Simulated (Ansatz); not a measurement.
**MgZn7O8: density, localisation and related maps**

Input file:

```
crystal:
  lattice:
    - [0.000571, -0.000576, -5.205039]
    - [3.24112, 5.598083, 0.000263]
    - [3.240923, -5.597969, -0.000968]
  atoms:
    - { symbol: O, position: [0.6208102877, 0.1668109726, 0.3333252481] }
    - { symbol: O, position: [0.6207836817, 0.1668421311, 0.8331621752] }
    - { symbol: O, position: [0.6207652172, 0.6670551244, 0.3334394902] }
    - { symbol: O, position: [0.6214103148, 0.666885664, 0.8333363726] }
    - { symbol: O, position: [0.1195830416, 0.3355106233, 0.666911405] }
    - { symbol: O, position: [0.120387431, 0.3340567433, 0.1662079693] }
    - { symbol: O, position: [0.1195639749, 0.8332196656, 0.6670449338] }
    - { symbol: O, position: [0.1195448286, 0.8332525198, 0.164664845] }
    - { symbol: Mg, position: [0.00026296, 0.6670688713, 0.8331360336] }
    - { symbol: Zn, position: [0.0017980582, 0.1664024382, 0.3337791594] }
    - { symbol: Zn, position: [0.0017101545, 0.1664148904, 0.8316984747] }
    - { symbol: Zn, position: [0.0017204677, 0.6685768086, 0.3338719112] }
    - { symbol: Zn, position: [0.4994642294, 0.3335929543, 0.6663319024] }
    - { symbol: Zn, position: [0.5009059324, 0.3338036439, 0.1664429466] }
    - { symbol: Zn, position: [0.4993937413, 0.833853683, 0.6664451352] }
    - { symbol: Zn, position: [0.4994491462, 0.8338875738, 0.1667025808] }
basis:
  ecutwfc: 500
kpoints:
  mp_grid: { grid: [4, 4, 4] }
hamiltonian:
  xc: r2scan
scf:
  occupations: { method: gaussian, width: 0.02 }
  n_extra_bands: 8
output:
  forces: true
  stress: true
  eigenvalues: true
  populations: true
  dos:
    method: { smearing: { sigma: 0.1, scheme: gaussian } }
    projected: true
    de: 0.02
  write_density: true
  write_potential: true
  elf: true
  volumetric_format: npy
```

Launched as:

```sh
ansatz run input.yaml --threads 4 --pin off --max-ram 9216MiB --backend cpu --events-out ev --progress --plain --runs-dir out
```

Below, planes, directions and counts refer to the conventional cell (a = 11.20 Å, b = 6.48 Å, c = 5.21 Å, α = 89.99°, β = 90.01°, γ = 90.00°).

Space group Cm; a generated structure, not necessarily the stable one.

Theory: DFT r2SCAN, scalar-relativistic, plane waves, PAW in Ansatz.

In a PAW calculation such maps are meaningful between the atoms, not at the nuclei.

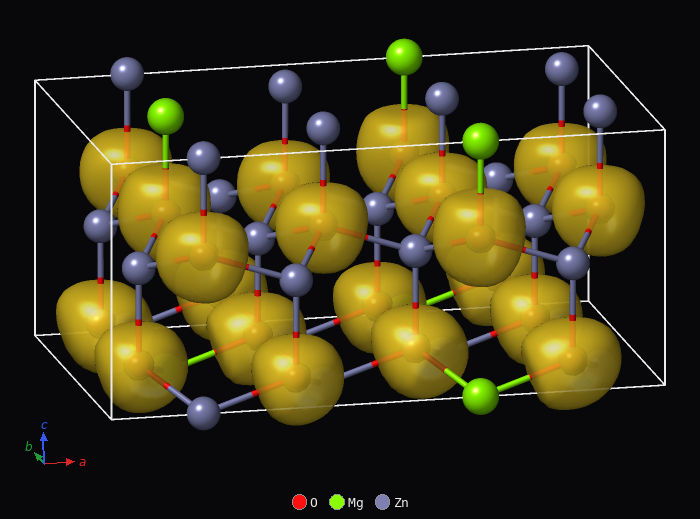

Figure 1. Isosurface of the ELF at 0.6 (yellow), seen slightly off an axis. Core shells and regions of very low density are left out. Sticks mark near contacts.

> What do the ELF domains correspond to?

At this value the surface marks out 16 regions wrapped around O (the valence shell of each), counted in one cell of 32 atoms. Any copies at cell faces, edges or corners count once. Profiles from the grid: Mg–O (1.96 Å): the ELF peaks at about 0.85 in the valence shell of O, 0.7 Å from its nucleus, and is about 0.35 at the midpoint (a closed-shell, largely ionic contact). Zn–O (1.97 Å): the ELF peaks at about 0.85 in the valence shell of O, 0.6 Å from its nucleus, and is about 0.25 at the midpoint (no localised pair shows between them).

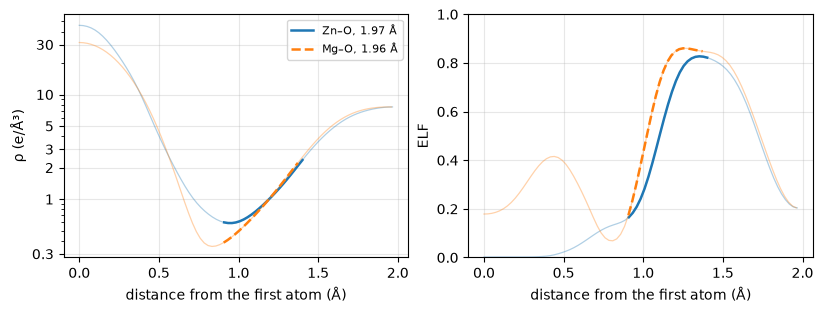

Figure 2. Valence charge density (pseudo) and electron localisation function along straight lines between neighbouring atoms. Thin, pale parts lie inside the atomic spheres.

> Compare the contacts.

Zn–O (1.97 Å): ρ at the midpoint is about 0.6 e/Å³; the ELF peaks at about 0.85 in the valence shell of O, 0.6 Å from its nucleus, and is about 0.25 at the midpoint; no shared electron pair shows on this line.
Mg–O (1.96 Å): the density is about 0.46 e/Å³ at the midpoint; the ELF peaks at about 0.85 in the valence shell of O, 0.7 Å from its nucleus, and is about 0.35 at the midpoint; an ionic contact with no shared pair.

> Does the calculation make it a metal, or give it a gap?

It is gapped, with a Kohn–Sham gap of 1.5 eV on the k-point mesh, an upper bound to the gap of this method.
